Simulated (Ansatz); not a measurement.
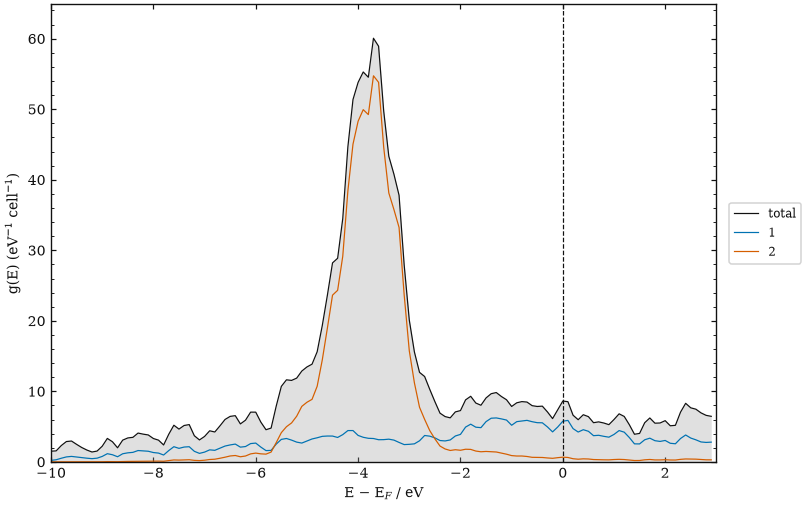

Density of states. Energies are counted from the Fermi level. The partial curves are projected on Löwdin-orthogonalised atomic shells.

The material is Al13Cu8, space group P1, 21 atoms in the cell; a = 7.89 Å, b = 7.93 Å, c = 7.94 Å, α = 90.38°, β = 118.65°, γ = 118.67°.

Level of theory: DFT r2SCAN, scalar-relativistic, plane waves, PAW, no spin polarisation, 4×4×5 k mesh, 500 eV cutoff, Gaussian smearing of 0.1 eV; code Ansatz.

Assign each number in the legend. The candidates: Al 3p, Cu 3d.

Answer. 1 is Al 3p; 2 is Cu 3d.

Metal or insulator, and how many states lie at the Fermi level?

Answer. It is a metal. The density of states at the Fermi level is about 7.5 per eV and cell (mean within 0.25 eV), or 0.36 per atom.

The k mesh is coarse for this system.
